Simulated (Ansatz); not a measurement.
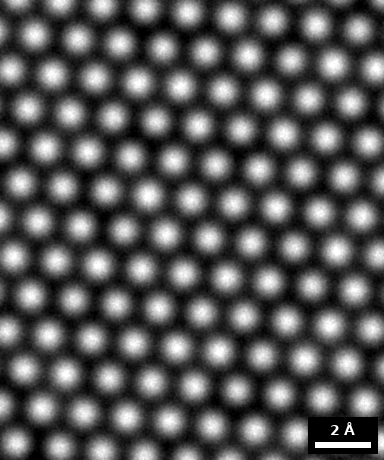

Z-contrast image of Si (Fm-3m, No. 225). The image is simulated as a sum over atoms of Z^1.8, blurred by a 0.96 Å probe (no channelling). The probe carries 25 % of its weight in a tail 2.5 times as wide. Shot noise and the speckle of an amorphous layer were added. Atomic positions: the end point of a relaxation with DFT, PBEsol, plane waves (420 eV) with PAW, scalar-relativistic (Ansatz); the starting structure was generated, so it need not be a known form of this composition.

```cif
data_structure
_symmetry_space_group_name_H-M 'Fm-3m'
_symmetry_Int_Tables_number 225
_cell_length_a 3.8284
_cell_length_b 3.8284
_cell_length_c 3.8284
_cell_angle_alpha 90.000
_cell_angle_beta 90.000
_cell_angle_gamma 90.000
_cell_volume 56.11
loop_
_atom_site_label
_atom_site_type_symbol
_atom_site_symmetry_multiplicity
_atom_site_Wyckoff_symbol
_atom_site_fract_x
_atom_site_fract_y
_atom_site_fract_z
_atom_site_occupancy
Si1 Si 4 a 0.00000 0.00000 0.00000 1
```

Along which zone axis is the crystal seen: [001], [110], [111] or [211]? (Directions equivalent by symmetry count as one.)

[111]. The projected cells are 1.91 × 1.91 Å, 90° for [001]; 2.34 × 2.34 Å, 109° for [110]; 1.56 × 1.56 Å, 120° for [111]; 1.35 × 2.21 Å, 90° for [211], and the image repeats as the [111] one does.
